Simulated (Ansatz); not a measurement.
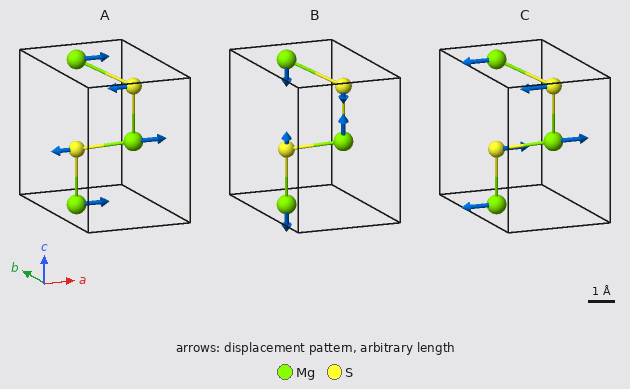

Modes of solid MgS, space group P6₃mc (No. 186), at the zone centre (one member of each degenerate set). The blue arrows are the displacements of the atoms (eigenvector over the root of the mass), of arbitrary overall length and sign. The picture is a ball-and-stick view of the cell of the calculation, seen from a free direction.

All numbers below come from DFT PBE, scalar-relativistic, plane waves, PAW (Ansatz).

Frequencies are those without the non-analytic (LO–TO) term.

> Give the symmetry species and the selection rules of each.

A is E₁, infrared- and Raman-active by symmetry (327 cm⁻¹). B is B₁, silent by symmetry (neither infrared- nor Raman-active) (318 cm⁻¹). C is E₂, Raman-active by symmetry (90 cm⁻¹).
